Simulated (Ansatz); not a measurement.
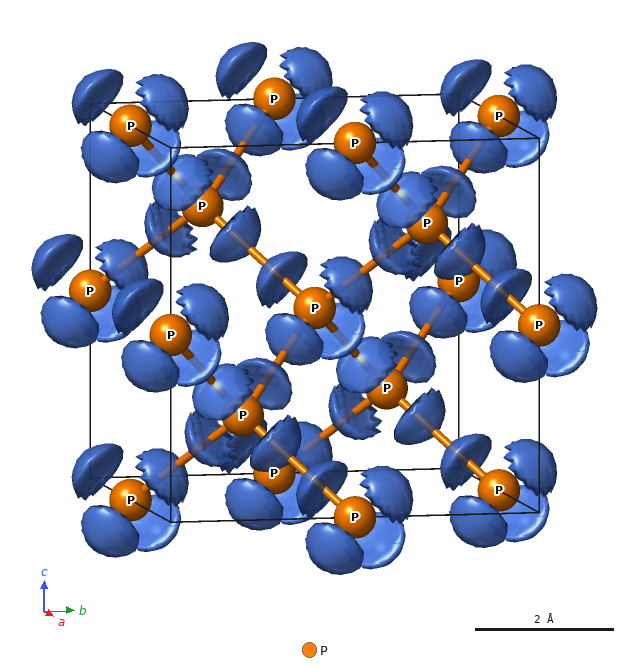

Figure 1: P. Isosurface of the electron localisation function at 0.8 (blue), seen slightly off an axis. Core shells and regions of very low density are left out. Sticks mark near contacts.

Space group Fd-3m; set up as P, diamond; a generated structure, not necessarily the stable one.

Computed with Ansatz, DFT, PBE, plane waves (420 eV) with PAW, scalar-relativistic.

In a PAW calculation such maps are meaningful between the atoms, not at the nuclei.

```
P
1.0
     5.47821    0.00000    0.00000
     0.00000    5.47821    0.00000
     0.00000    0.00000    5.47821
P
8
Direct
  0.75000 0.25000 0.25000
  0.25000 0.75000 0.25000
  0.25000 0.25000 0.75000
  0.75000 0.75000 0.75000
  0.50000 0.00000 0.00000
  0.00000 0.50000 0.00000
  0.00000 0.00000 0.50000
  0.50000 0.50000 0.50000
```

What do the ELF domains correspond to?

Answer. The ELF exceeds this value in 32 regions between bonded P–P atoms, counted in one cell of 8 atoms. Any copies at cell faces, edges or corners count once.

Values along the shortest contacts:
P–P (2.37 Å): the ELF peaks at about 0.85 between the atoms.
